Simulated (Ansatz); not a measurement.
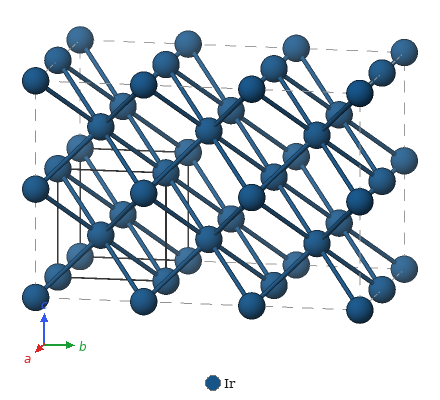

The structure; the drawing may span several cells.

Given this structure, the end point of a relaxation with DFT, PBE, plane waves (420 eV) with PAW, scalar-relativistic (Ansatz 0.2.0); the starting structure was generated, so it need not be a known form of this composition, written in its standard cell:

```cif
data_structure
_symmetry_space_group_name_H-M 'Im-3m'
_symmetry_Int_Tables_number 229
_cell_length_a 3.1124
_cell_length_b 3.1124
_cell_length_c 3.1124
_cell_angle_alpha 90.000
_cell_angle_beta 90.000
_cell_angle_gamma 90.000
_cell_volume 30.15
loop_
_atom_site_label
_atom_site_type_symbol
_atom_site_symmetry_multiplicity
_atom_site_Wyckoff_symbol
_atom_site_fract_x
_atom_site_fract_y
_atom_site_fract_z
_atom_site_occupancy
Ir1 Ir 2 a 0.00000 0.00000 0.00000 1
```

Question: What does the kinematic electron diffraction pattern along [001] look like at 200 kV (B = 0.5 Å²)?

Answer: The spots form a square net with both shortest vectors at d = 2.20 Å, 90.0° apart. They are 1 -1 0 and 1 1 0. The pattern has symmetry 4mm. The lattice centring (I) removes all reflections that break h + k + l = 2n.

Strongest reflections with d > 0.80 Å, one of each family (|F|² from tabulated Gaussian fits of the electron scattering factors, times a small damping for the curvature of the Ewald sphere):

```tsv
hkl	d (Å)	I (strongest = 100)
1 1 0	2.201	100
2 0 0	1.556	52
2 2 0	1.100	23
3 1 0	0.984	17
```

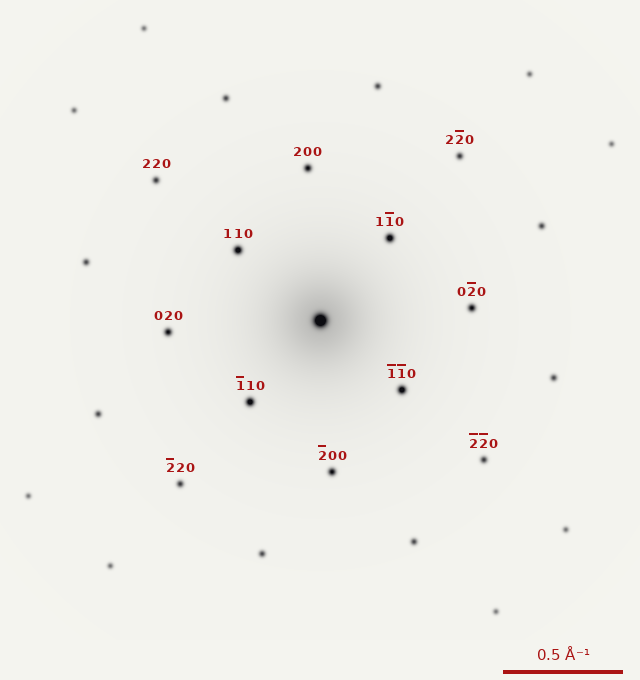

Calculated pattern, seen from the source side with [001] pointing towards the source.
